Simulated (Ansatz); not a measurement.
```cif
data_structure
_symmetry_space_group_name_H-M 'P 1'
_symmetry_Int_Tables_number 1
_cell_length_a 4.1831
_cell_length_b 4.1831
_cell_length_c 4.1831
_cell_angle_alpha 60.000
_cell_angle_beta 60.000
_cell_angle_gamma 60.000
_cell_volume 51.76
loop_
_atom_site_label
_atom_site_type_symbol
_atom_site_fract_x
_atom_site_fract_y
_atom_site_fract_z
_atom_site_occupancy
Eu1 Eu 0.50000 0.50000 0.50000 1
S1 S 0.00000 0.00000 0.00000 1
```

Space group Fm-3m; started from the rocksalt prototype; changed on purpose from its base cell (volume × 1.040); no Hubbard U on the f states.

Theory: Ansatz, DFT PBE, spin-orbit coupling, plane waves, PAW.

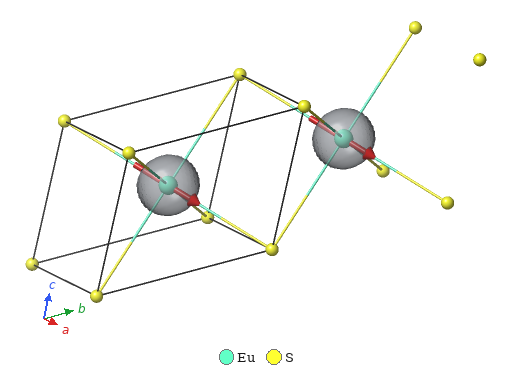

EuS. Isosurface of the size of the magnetisation density at 1 e/Å³ (grey), with the spin moments of the magnetic sites as arrows; seen slightly off an axis.

### Describe the magnetic structure.

Spin moments: Eu 6.4 μB. There is one magnetic site in the cell, along [1 1 −1] of the cell.
